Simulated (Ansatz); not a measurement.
Cd₄S

The calculation's input:

```
crystal:
  lattice:
    - [5.3207118016, 0.0, 0.0]
    - [0.0, 5.3207118016, 0.0]
    - [0.0, 0.0, 6.2399668232]
  atoms:
    - { symbol: Cd, position: [0.0, 0.5, 0.5] }
    - { symbol: Cd, position: [0.5, 0.0, 0.5] }
    - { symbol: Cd, position: [0.0, 0.0, 0.2349956973] }
    - { symbol: Cd, position: [0.0, 0.0, 0.7650043027] }
    - { symbol: S, position: [0.5, 0.5, 0.5] }
basis:
  ecutwfc: 420
kpoints:
  mp_grid: { grid: [8, 8, 6] }
hamiltonian:
  xc: pbe
scf:
  occupations: { method: gaussian, width: 0.1 }
output:
  forces: true
  stress: true
  eigenvalues: true
  write_density: true
  write_potential: true
  elf: true
  volumetric_format: npy
relax:
  adjacent_minimum: "off"
  f_tol: 0.01
  max_steps: 80
  cell: { stress_tol: 0.05 }
```

Launched as:

```sh
ansatz run input.yaml --threads 1 --pin off --max-ram 2560MiB --backend cpu --events-out ev --progress --plain --runs-dir out
```

Below, planes, directions and counts refer to the conventional cell (a = 5.31 Å, b = 5.31 Å, c = 6.19 Å, α = 90.00°, β = 90.00°, γ = 90.00°).

The fields are those of the relaxed geometry.

Space group P4/mmm; a structure generated by program, which may or may not match a known phase.

Computed with DFT PBE, scalar-relativistic, plane waves, PAW in Ansatz 0.2.0.

In a PAW calculation such maps are meaningful between the atoms, not at the nuclei.

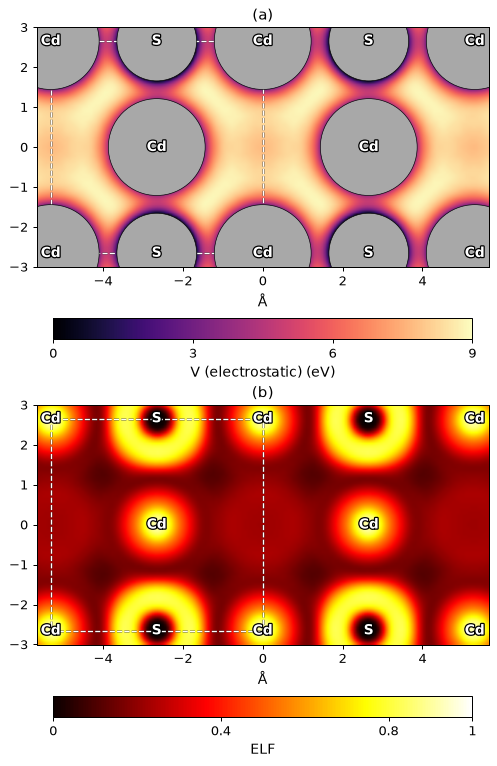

Figure 1. (a) electrostatic potential (local pseudopotential plus Hartree) felt by an electron; (b) ELF on the (001) plane of the conventional cell. Grey discs cover the atomic cores in the potential map.

What do the fields say about this system?

Atoms in the plane: Cd and S.
Cd–S (2.65 Å): the ELF peaks at about 0.85 in the valence shell of S, 0.8 Å from its nucleus, and drops to about 0.15 between the two atoms.
The features right at Cd lie inside the PAW spheres, where the map follows smoothed inner orbitals and isn't to be read closely.
Outside the cores the potential energy rises away from the atoms and is highest about 1.8 Å from the nearest atoms; its zero is arbitrary.

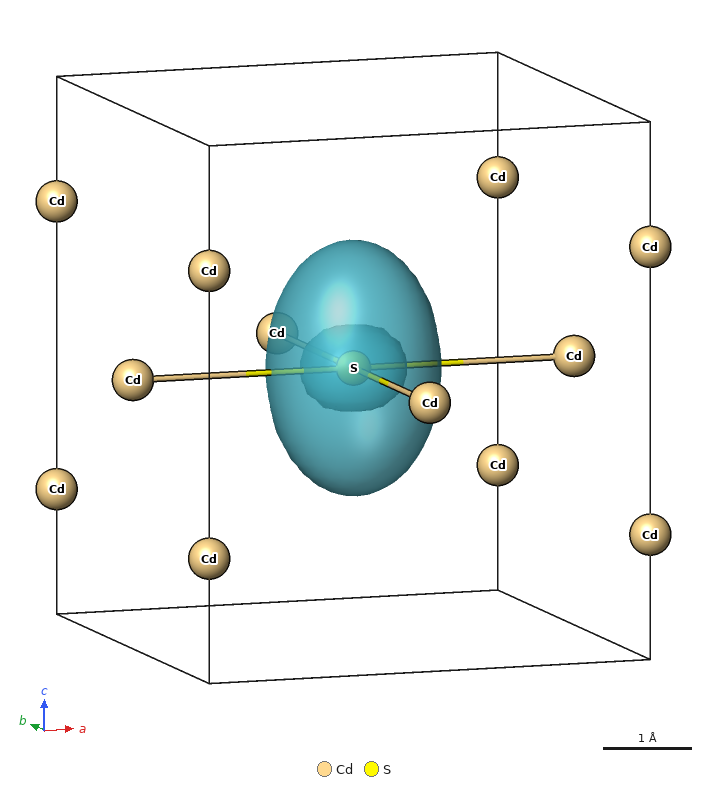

Figure 2. Isosurface of the ELF at 0.75 (cyan), seen slightly off an axis. Only the valence region is drawn (cores and ρ < 0.01 e/Å³ removed). Sticks mark near contacts.

Identify the bonds, lone pairs and shells in this picture.

The ELF exceeds this value in one region wrapped around S (its valence shell), counted in one cell of 5 atoms. Any copies at cell faces, edges or corners count once.

Does the calculation make it a metal, or give it a gap?

It is metallic or semimetallic at this level of theory: no gap opens.
